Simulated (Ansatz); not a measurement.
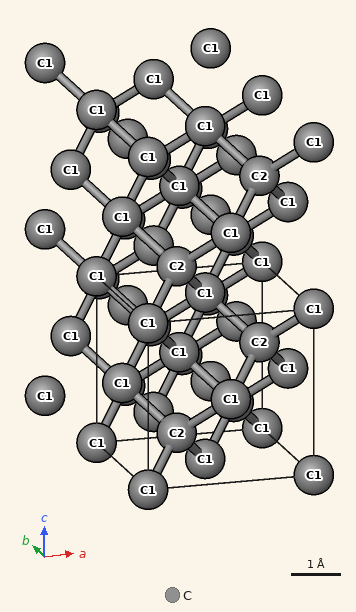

The starting point is crystalline C (built on the diamond type) at its r2SCAN-relaxed geometry. Style: ball-and-stick. Shown: the conventional cell (4 times the calculation's cell), repeated 1 × 2 × 2 with one cell outlined, slightly off an axis. Lengths and directions refer to the drawn axes.

Method: Ansatz 0.2.0, DFT, PBE, plane waves, PAW. Set-up: plane-wave cutoff 420 eV; k-point mesh 12 × 12 × 12; occupations fermi dirac; smearing width 0.02 eV; no spin polarisation.

The variant: The cell is strained by +1.0 % along [1 −1 0], −1.0 % along [1 1 0], none along the third axis (volume 0.0 %). The atoms were relaxed with r2SCAN under that strain, and this is a single point on that geometry.

Question: What does the calculation give for the changed structure?

Answer: The energy rises by 4.0 meV per atom. The pressure goes from 4.2 to 4.4 GPa. The principal stresses (compression positive) are 15.9 GPa along [1 1 0], 4.2 GPa along c, −6.9 GPa along [1 −1 0]. The largest forces, 0.022 eV/Å, act on C1 and C2. Near-neighbour distances before and after: C–C 1.542 → 1.532 to 1.551 Å. The space group (tolerance 0.01 Å) goes from Fd-3m (No. 227) to Imma (No. 74).
